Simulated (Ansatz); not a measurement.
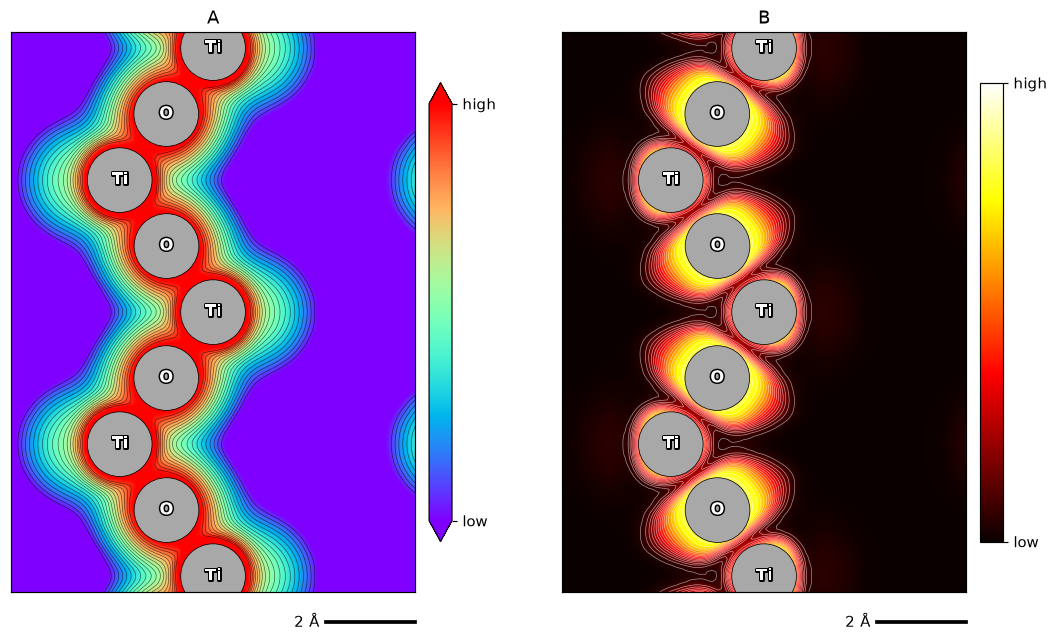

TiO₂: 2 fields on the (101̄) plane of the conventional cell, with unlabelled colour scales. Grey discs cover the atomic cores.

Space group Fd-3m; a structure from a database of computed crystals, not necessarily the ambient phase; started from the SiO2-122 prototype, which need not be the ambient phase; computed without spin polarisation.

Computed with DFT, r2SCAN+rVV10, plane waves, PAW (Ansatz 0.2.0).

> The panels show electron localisation function and valence pseudo-density in some order. Assign them.

Panel A: valence pseudo-density. Panel B: electron localisation function. From the grid: Ti–O (1.81 Å): the density is about 1 e/Å³ at the midpoint; the ELF peaks at about 0.80 in the valence shell of O, 0.6 Å from its nucleus, and is about 0.25 at the midpoint (no localised pair shows between them).
